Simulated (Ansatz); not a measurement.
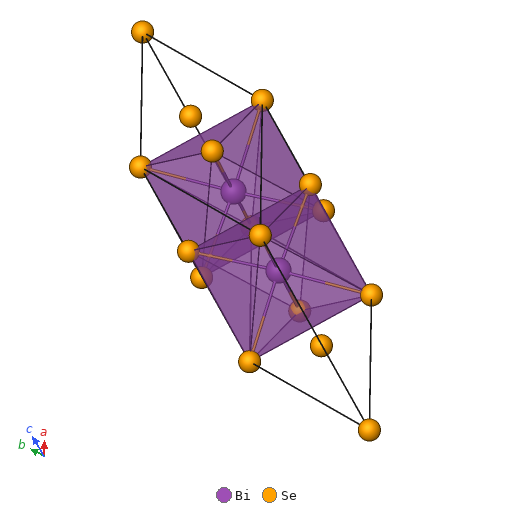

System: Bi₂Se₃, space group R-3m (No. 166). The picture shows the cell.

The given structure:
```
CELL_PARAMETERS angstrom
2.07150 1.19598 9.54533
-2.07150 1.19598 9.54533
0.00000 -2.39196 9.54533
ATOMIC_POSITIONS crystal
Bi 0.40080 0.40080 0.40080
Bi 0.59920 0.59920 0.59920
Se 0.00000 0.00000 0.00000
Se 0.21170 0.21170 0.21170
Se 0.78830 0.78830 0.78830
```

How it was computed, with Ansatz 0.2.0: deformation of a crystal at fixed volume, lengths along the axis scaled against those across it, fractional coordinates fixed, by plane-wave density functional theory with PAW datasets, free energies less that of the undisturbed cell, pressure positive in compression; scalar-relativistic. Level: PBE, no spin polarisation.

- wave cutoff: 420 eV
- k mesh: 12×12×12
- occupations: Gaussian
- smearing width: 0.03 eV
- k shift: (0, 0, 0) (mesh steps)
- start: as given
- path: axial
- axis direction: (0, 0, 1) (Cartesian unit vector)

What does the calculation give for the energy change, pressure and gap on the k mesh against relative axial ratio? The relative axial ratio takes the values 0.80, 0.85, 0.92, 0.96, 1.00, 1.05, 1.10, 1.20, 1.30.

The energy change is 89 meV/atom at relative axial ratio 0.80 and 198 meV/atom at 1.30; the lowest computed point is at relative axial ratio 1.00 (0 meV/atom), in a single well. The pressure goes from 1.335 GPa at relative axial ratio 0.80 to 1.888 GPa at 1.30, not monotonically, with a high of 2.559 GPa at 1.05. The gap on the k mesh is zero at relative axial ratio 0.80, 0.85 and 1.30 and open elsewhere, at most 0.529 eV at 1.10.

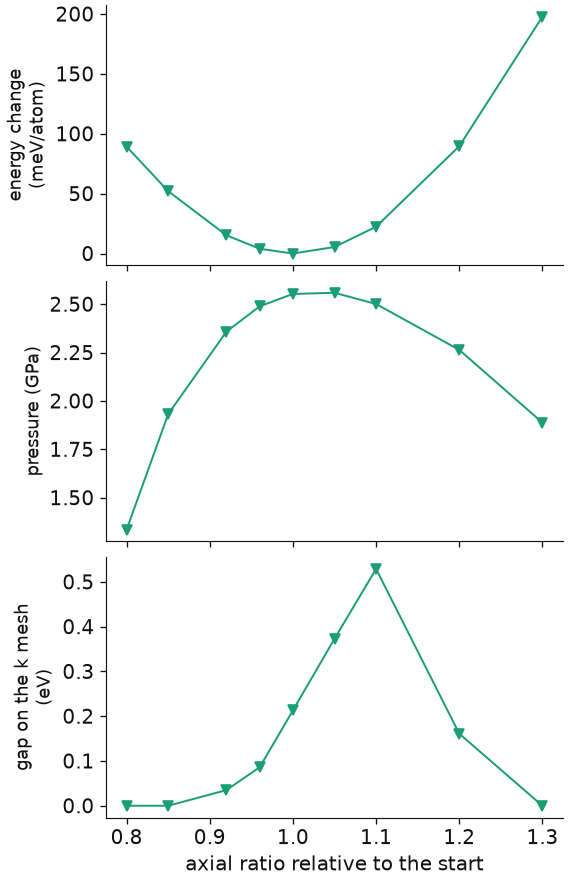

Caveats: gap closes along the scan on a mesh chosen for the insulator; narrow smearing for a metal; reference crystal is not relaxed; shape and atomic fractions are frozen while scaling, which makes layered, chain and framework solids too stiff.
